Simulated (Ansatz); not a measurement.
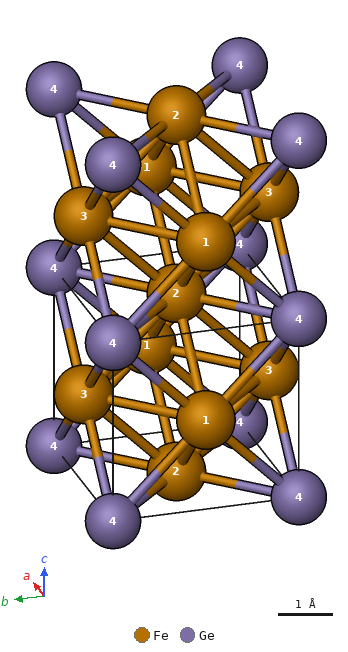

This is solid Fe3Ge (set up in Pm-3m). The picture is a ball-and-stick view of the cell of the calculation, repeated 1 × 1 × 2 with one cell outlined, seen from a free direction.

Computed with DFT r2SCAN, scalar-relativistic, plane waves, PAW in Ansatz 0.2.0. (plane-wave cutoff 500 eV; k-point mesh 12 × 12 × 12; occupations gaussian; smearing width 0.1 eV; collinear spin)

The variant: All lengths are scaled by +2.0 % (volume +6.0 %), the atoms keeping their fractional coordinates. No relaxation follows.

> What is the effect?

Energy change: +19.7 meV per atom. Pressure: 0.0 GPa before, −8.1 GPa after. All forces vanish by symmetry. The absolute magnetisation per cell goes from 8.68 to 9.00 μB (net moment 7.79 and 8.03 μB). Among the bonded contacts that change: Fe–Ge 2.590 → 2.641 Å, Fe–Fe 2.590 → 2.641 Å. The space group stays Pm-3m (No. 221).

The changed structure in the same view:

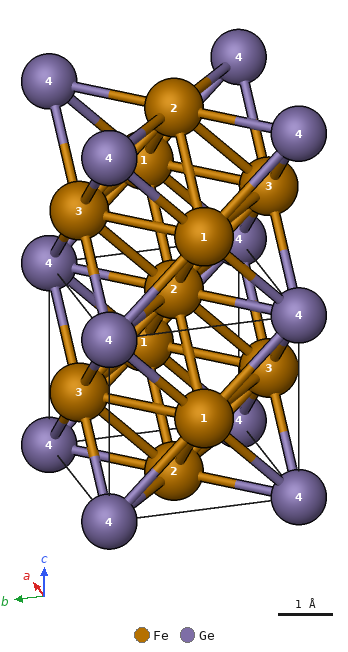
